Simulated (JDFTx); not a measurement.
**Energy of PbS along an even scaling of the cell**

System: PbS (Fm-3m, 2 atoms in the cell).
Method: Kohn-Sham DFT of a periodic cell, PBEsol, PseudoDojo-SR-PBEsol-0.4.1-standard, no spin polarisation (JDFTx 1.7.0 (patched build)).

The 7 runs differ only in the geometry, by an even scaling of the cell at fixed fractional positions. The structure derives from an entry of the Crystallography Open Database.

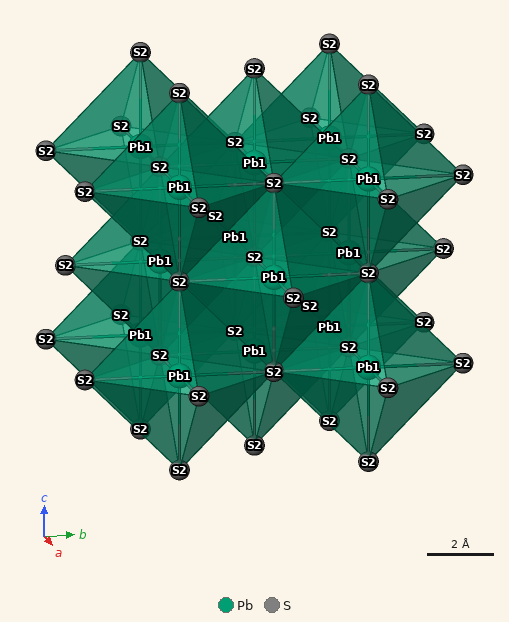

Figure 1. The structure of run 4 (polyhedral view of the cell 4 times as large as that of the calculation, set on its symmetry axes, seen slightly off an axis; polyhedra are completed across the faces of the cell; atoms are numbered from 1 in the order of the input). An atom can appear more than once, as a periodic image.

### Input of run 4
```
lattice Face-Centered Cubic 11.2089105082
coords-type Lattice
ion Pb     0.0000000000     0.0000000000     0.0000000000 1
ion S      0.5000000000     0.5000000000     0.5000000000 1

ion-species pseudo/Pb.upf
ion-species pseudo/S.upf
elec-cutoff 28 224
elec-ex-corr gga-PBEsol
kpoint-folding 8 8 8
elec-smearing Fermi 0.0018374661
elec-n-bands 16
electronic-SCF nIterations 100 energyDiffThreshold 1e-09
electronic-minimize nIterations 30 energyDiffThreshold 1e-7
forces-output-coords Cartesian

dump-name run.$VAR
dump End Ecomponents EigStats BandEigs Kpoints Forces Stress
```

Command:
```bash
jdftx -c 1 -i PbS.in -o PbS.out
```

Lattice vectors (Å) and fractional positions of run 4:
```
   0.000000    2.965750    2.965750
   2.965750    0.000000    2.965750
   2.965750    2.965750    0.000000
Pb  0.000000  0.000000  0.000000
S   0.500000  0.500000  0.500000
```

Run 2 has the same physical settings and fractional positions; its lattice vectors (Å) are:
```
   0.000000    2.925667    2.925667
   2.925667    0.000000    2.925667
   2.925667    2.925667    0.000000
```

### Results, with one run withheld

| run | volume per atom (Å³) | free energy per atom, from the lowest run given (meV) | pressure (GPa) | gap on the mesh (eV) |
| --- | --- | --- | --- | --- |
| 1 | 24.521 | 11.07 | 3.11 | 0.01 |
| 2 | 25.042 | ? | ? | ? |
| 3 | 25.564 | 0.00 | 0.37 | 0.18 |
| 4 | 26.086 | 0.74 | −0.82 | 0.26 |
| 5 | 26.607 | 5.15 | −1.88 | 0.33 |
| 6 | 27.129 | 12.86 | −2.85 | 0.40 |
| 7 | 27.651 | 23.55 | −3.71 | 0.46 |

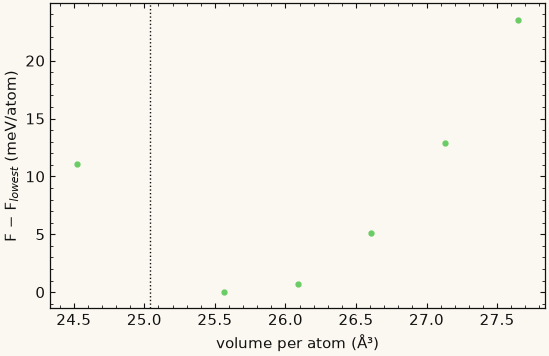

Figure 2. Free energy per atom of the runs given; the dotted line marks run 2.

Estimate the energy of run 2 from the others.

A cubic polynomial in V^(−2/3) (the Birch–Murnaghan form), fitted to the 6 runs given, misses them by at most 0.01 meV per atom. With x = V^(−2/3) − 0.11329 Å⁻², it reads F = 1.5793 − 2397.1 x + 8.1352e+05 x² + 1.822e+05 x³ (meV per atom). At run 2 it gives 3.30 meV per atom, and the run itself gives 3.31. The slope of the fit gives a pressure −dF/dV of 1.68 GPa there, and the run prints 1.67 GPa. The fit has its minimum at 25.722 Å³ per atom, where V d²F/dV² gives 59.4 GPa: the bulk modulus at this level, since symmetry fixes the shape and the positions. The gap on the mesh goes, without turning, from 0.01 eV in run 1 to 0.46 eV in run 7; run 2 has 0.10 eV. These are gaps of this functional on this mesh, which can miss the band edges; they aren't the measured gap.

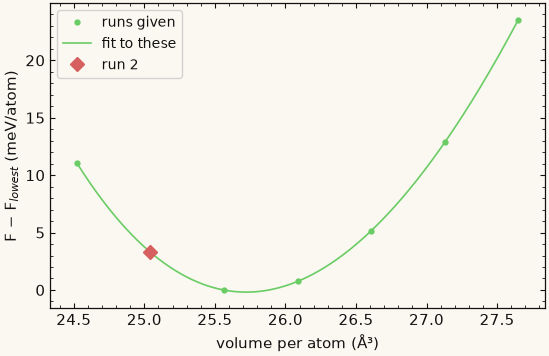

Figure 3. The fit and the withheld run.

### Some lines of the output (run 2)
```
[...]
unit cell volume = 337.988
     Etot =      -70.6591342545328587
        F =      -70.6591674125800466
	HOMO-LUMO gap: +0.003765
	Optical gap  : +0.003765 at state 4 ( [ +0.000000 +0.000000 +0.500000 ] spin 0 )
```

Notes: Spin–orbit coupling is left out, which matters for Pb.
